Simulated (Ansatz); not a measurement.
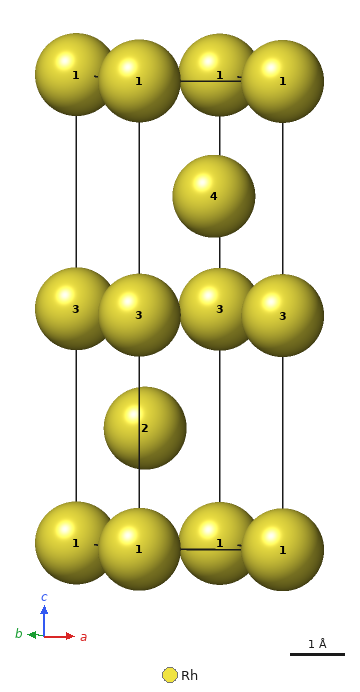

The starting point is crystalline Rh (set up in P6_3/mmc). The picture is a spheres-only view of the cell of the calculation, seen from a free direction.

Theory: DFT r2SCAN, scalar-relativistic, plane waves, PAW (Ansatz 0.2.0). Settings: plane-wave cutoff 500 eV; k-point mesh 18 × 18 × 6; occupations gaussian; smearing width 0.1 eV; no spin polarisation.

Change: Every rhodium atom is replaced by iridium, which gives Ir. Cell and atoms are relaxed again (to zero pressure within 0.1 GPa, forces under 0.01 eV/Å).

The input:
```yaml
crystal:
  lattice:
    - [2.7236421892, 0.0, 0.0]
    - [-1.3618210946, 2.3587433266, 0.0]
    - [0.0, 0.0, 8.8595350964]
  atoms:
    - { symbol: Ir, position: [0.0, 0.0, 0.0] }
    - { symbol: Ir, position: [0.3333333333, 0.6666666667, 0.25] }
    - { symbol: Ir, position: [0.0, 0.0, 0.5] }
    - { symbol: Ir, position: [0.6666666667, 0.3333333333, 0.75] }
basis:
  ecutwfc: 500
kpoints:
  mp_grid: { grid: [18, 18, 6] }
hamiltonian:
  xc: r2scan
scf:
  occupations: { method: gaussian, width: 0.1 }
output:
  forces: true
  stress: true
  eigenvalues: true
relax:
  adjacent_minimum: "off"
  f_tol: 0.01
  max_steps: 60
  cell: { stress_tol: 0.1 }
```

Command:
```bash
ansatz run input.yaml --threads 1 --pin off --max-ram 2560MiB --backend cpu --events-out ev --progress --plain --runs-dir out
```

Question: What does the calculation give for the changed structure?

Answer: The volume per atom goes from 13.74 to 14.23 Å³. Cell: a = b 2.689 → 2.720 Å (+1.2 %), c 8.777 → 8.881 Å (+1.2 %). Volume +3.6 %. The space group stays P6_3/mmc (No. 194).

The changed structure in the same view:

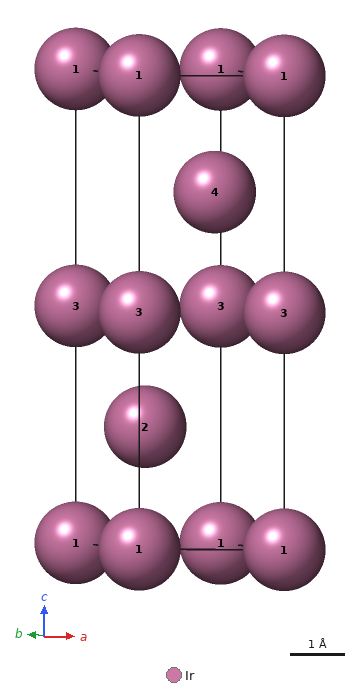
